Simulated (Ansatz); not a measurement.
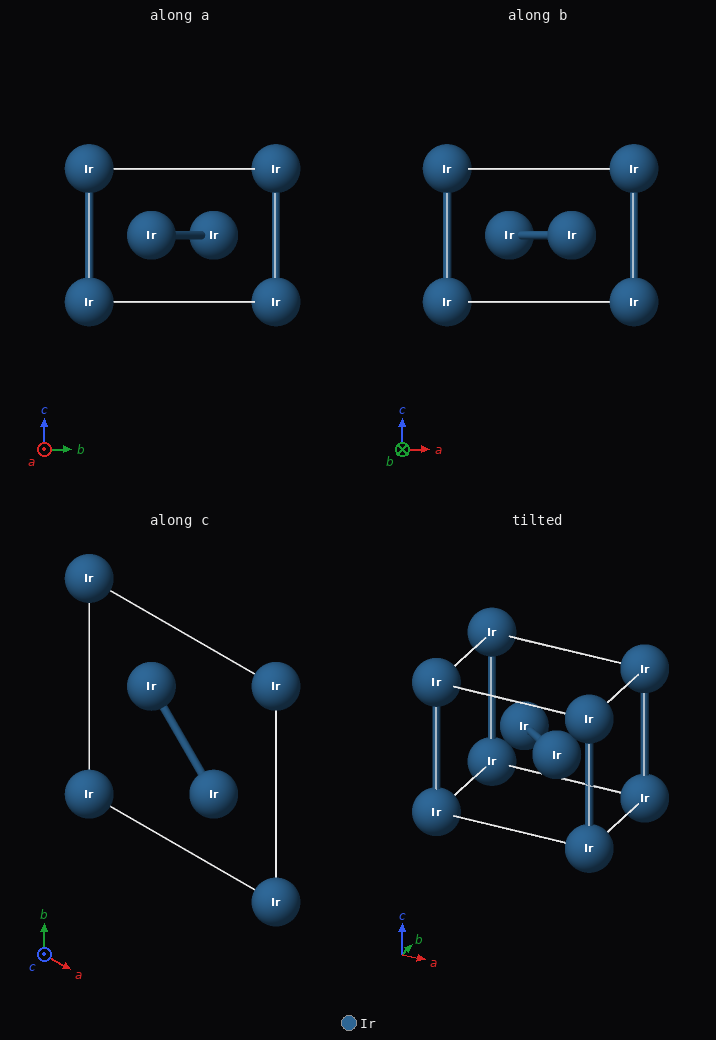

Ball-and-stick representation of a periodic structure, projected along the a axis, along the b axis, along the c axis and slightly off an axis. The conventional unit cell is drawn as a box.

Lattice parameters: a = 4.3970 Å, b = 4.3970 Å, c = 2.7169 Å, α = 90.000°, β = 90.000°, γ = 120.000°.

From the views, write a CIF in P1 with every atom of the cell.

```cif
data_structure
_symmetry_space_group_name_H-M 'P 1'
_symmetry_Int_Tables_number 1
_cell_length_a 4.3970
_cell_length_b 4.3970
_cell_length_c 2.7169
_cell_angle_alpha 90.000
_cell_angle_beta 90.000
_cell_angle_gamma 120.000
_cell_volume 45.49
loop_
_atom_site_label
_atom_site_type_symbol
_atom_site_fract_x
_atom_site_fract_y
_atom_site_fract_z
_atom_site_occupancy
Ir1 Ir 0.0000 0.0000 0.0000 1
Ir2 Ir 0.3333 0.6667 0.5000 1
Ir3 Ir 0.6667 0.3333 0.5000 1
```

Origin of the cell: a structure type filled with this element by a generator (whether the element takes this form wasn't checked). Earlier steps of the study may have refined or changed the cell and positions. A calculation with Ansatz used it as input.
